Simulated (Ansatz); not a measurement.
Take the following structure.

```cif
data_structure
_symmetry_space_group_name_H-M 'I 4/m'
_symmetry_Int_Tables_number 87
_cell_length_a 6.8654
_cell_length_b 6.8654
_cell_length_c 4.2638
_cell_angle_alpha 90.000
_cell_angle_beta 90.000
_cell_angle_gamma 90.000
_cell_volume 200.97
loop_
_atom_site_label
_atom_site_type_symbol
_atom_site_symmetry_multiplicity
_atom_site_Wyckoff_symbol
_atom_site_fract_x
_atom_site_fract_y
_atom_site_fract_z
_atom_site_occupancy
Ta1 Ta 8 h 0.60561 0.21706 0.50000 1
N1 N 2 a 0.00000 0.00000 0.00000 1
N2 N 8 h 0.30852 0.09170 0.50000 1
```

### What does this file describe?

It has the composition Ta₄N₅. Space group I4/m (No. 87), lattice body-centred tetragonal. The cell has 18 atoms, namely 8 Ta, 10 N. Within bonding distance, the neighbour counts come to Ta 10 and N 4 to 5 (mean 4.8). Not all metal-metal contacts are counted.

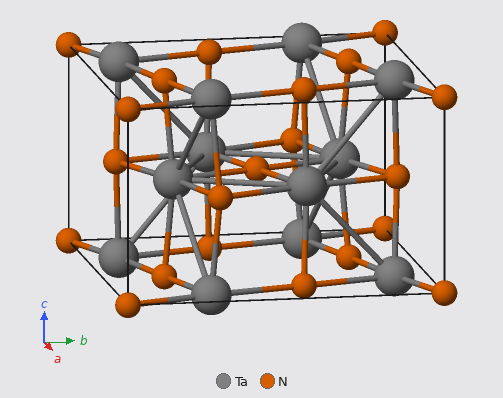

A ball-and-stick rendering, viewed slightly off an axis. Lines trace the edges of the conventional unit cell. Colours: tantalum grey, nitrogen orange.

Provenance: a structure listed in the Materials Project. Earlier steps of the study, as a rule a relaxation of our own, may have changed the cell and positions, so they can lie some per cent off the listed ones. It was the input of a calculation with Ansatz.
